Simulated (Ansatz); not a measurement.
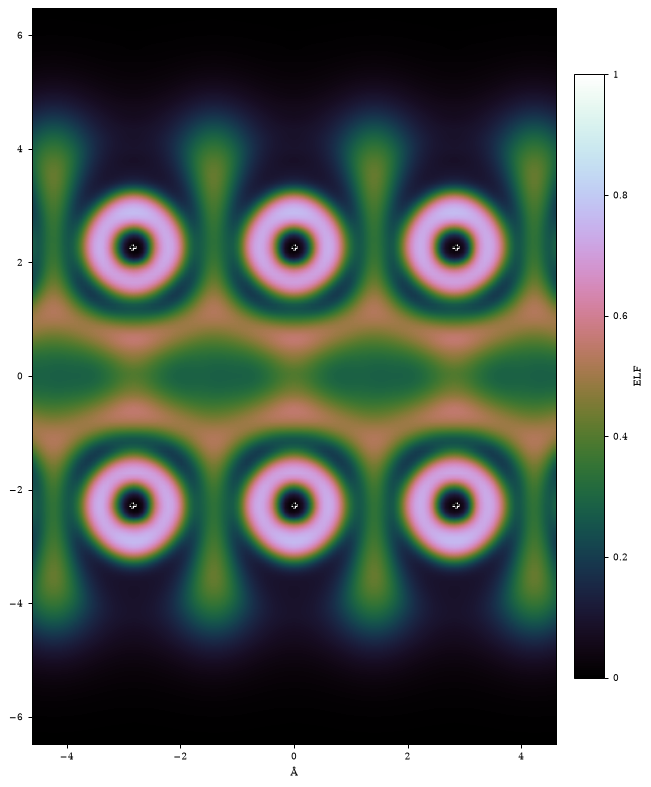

The ELF on a plane through atoms (crosses mark nuclei in the plane).

Level of theory: DFT PBE+D3(BJ), scalar-relativistic, plane waves, PAW (Ansatz 0.2.0).

Candidates:
A. Ta (slab), a = 8.53 Å, b = 8.53 Å, c = 20.65 Å, α = 90.00°, β = 90.00°, γ = 109.47°. Computed without spin polarisation.
B. Al₁₂O (slab), a = 5.63 Å, b = 5.63 Å, c = 22.60 Å, α = 90.00°, β = 90.00°, γ = 120.00°. The program warned that a starting moment wasn't kept; spin-polarised, but the moments vanished.

Which candidate gave the map?

Candidate A: Ta on the (100) plane of the calculation cell, a cut from vacuum to vacuum, which holds Ta. Ta–Ta (2.84 Å): the ELF is about 0.35 at the midpoint.
